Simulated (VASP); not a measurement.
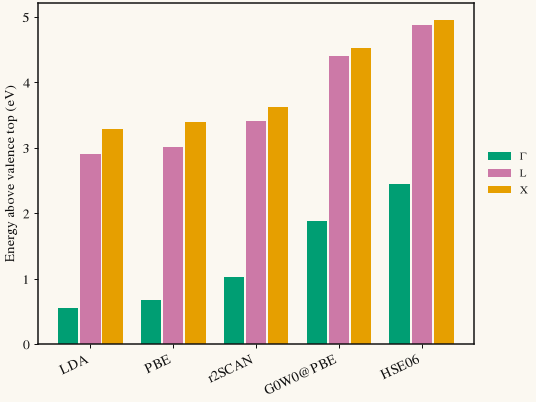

Lowest conduction level at each named k point, counted from the valence-band top at Γ, by several methods on one cell of zincblende CuCl, space group F-43m, 2 atoms in the primitive cell; cubic a = 5.300 Å. All runs are without spin-orbit coupling and carry no moments. The cell is at 4 GPa in PBE.

### Does G0W0@PBE shift these levels rigidly from PBE?

The shifts are +1.21 eV at Γ, +1.39 eV at L and +1.13 eV at X: a spread of 0.26 eV on a mean of 1.24 eV, so one shift describes them only roughly. Over all 16 corrected points, named or not, the shifts from that run's own start go from +1.15 to +1.60 eV.

### How do the methods rank at Γ?

From low to high: LDA 0.55, PBE 0.67, r2SCAN 1.03, G0W0@PBE 1.88, HSE06 2.44 eV.

### Do the methods agree on which of these conduction levels is lowest?

Yes: all put it at Γ.

```csv
method,program,Γ (eV),L (eV),X (eV)
LDA,VASP,0.55,2.91,3.29
PBE,VASP,0.67,3.01,3.39
r2SCAN,VASP,1.03,3.41,3.63
G0W0@PBE,VASP,1.88,4.40,4.52
HSE06,VASP,2.44,4.88,4.96
```

Settings. LDA: VASP PAW LDA potentials, release 64 (Cu, Cl), 10×10×10 k mesh, 520 eV cutoff, Gaussian smearing of 0.03 eV (VASP). PBE: VASP PAW PBE potentials, release 64 (Cu, Cl), 10×10×10 k mesh, 520 eV cutoff, Gaussian smearing of 0.03 eV (VASP 6.6.1). r2SCAN: VASP PAW PBE potentials, release 64 (Cu, Cl), 10×10×10 k mesh, 520 eV cutoff, Gaussian smearing of 0.03 eV (VASP). G0W0@PBE: PBE, VASP PAW PBE potentials, release 64 (Cu_GW, Cl_GW), 6×6×6 k mesh, 500 eV cutoff, Gaussian smearing of 0.01 eV (VASP), G0W0 with GW iterations 1, cutoff of the response function 150 eV, frequency points 48 and empty bands 147. HSE06: VASP PAW PBE potentials, release 64 (Cu, Cl), 8×8×8 k mesh, 520 eV cutoff, Gaussian smearing of 0.03 eV (VASP 6.6.1).

These are five of the 8 methods that were run on this cell. The cell was derived from a database entry in an earlier step, so it needn't be the measured one. LDA, GGA and most meta-GGA functionals understate gaps. r2SCAN and HSE06: the PAW data sets were made with another functional. G0W0@PBE: bands, screening cutoff and mesh are small and nothing is extrapolated, so the quasiparticle values aren't converged. The GW values are at finite bands, cutoffs and mesh, short of the basis limit.
